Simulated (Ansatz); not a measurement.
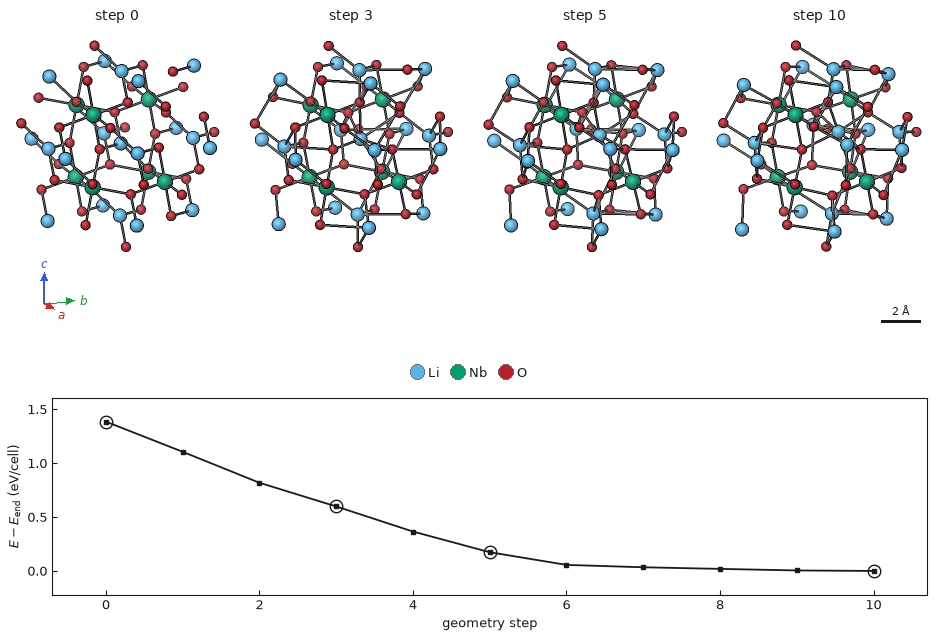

Frames of a relaxation of a defect cell of composition Li$_{8}$Nb$_{7}$O$_{24}$, marked on the history of the run. A ball-and-stick model of the atoms within 5.8 Å of the atom that moves most (axes of the cell of the calculation (origin shifted)), seen slightly off an axis.

Case: Nb vacancy (site b), charge +0, atoms relaxed at the host's cell.

The calculation used DFT PBE, scalar-relativistic, plane waves, PAW in Ansatz. Settings: plane-wave cutoff 420 eV; k-point mesh 2 × 2 × 2; occupations gaussian; smearing width 0.01 eV; mesh shifted by (0.5, 0.5, 0.5); collinear spin; atoms relaxed in a fixed cell; force threshold 0.025 eV/Å; at most 45 steps.

Question: Describe the path.

Answer: The energy falls by 1.386 eV per cell of the calculation in 10 geometry steps. The largest force component goes from 0.69 to 0.017 eV/Å. The largest moves, 1.19 Å, are those of Li atoms. Largest moves by element: Li 1.19 Å, O 0.11 Å. Nb stays in place. The lattice vectors keep their values. Among the contacts that change: Li–O 2.820 → 2.017 Å, Li–O 2.820 → 2.234 Å, Li–Nb 3.449 → 2.902 Å, Li–O 2.820 → 2.352 Å. New bonds form, among them: Li–O (2.82 → 2.02 Å), Li–O (2.82 → 2.23 Å). Among the angles between lasting bonds that change: O–Li–O 120.0° → 96.4°, Li–O–Nb 108.2° → 88.1°, Li–O–Nb 108.2° → 125.9°. Cost: 61 s on 4 threads of Intel(R) Xeon(R) 6975P-C (Granite Rapids), on a shared host, peak memory 1.7 GiB. From step 0 to 3: Li atoms move most (0.45 Å), energy −0.787 eV per cell of the calculation. From step 3 to 5: Li atoms move most (0.39 Å), energy −0.425 eV per cell of the calculation. From step 5 to 10: Li atoms move most (0.36 Å), energy −0.174 eV per cell of the calculation.

Limits of the set-up: the periodic images lie only 7.6 Å apart, so the values are limited by the cell's size.
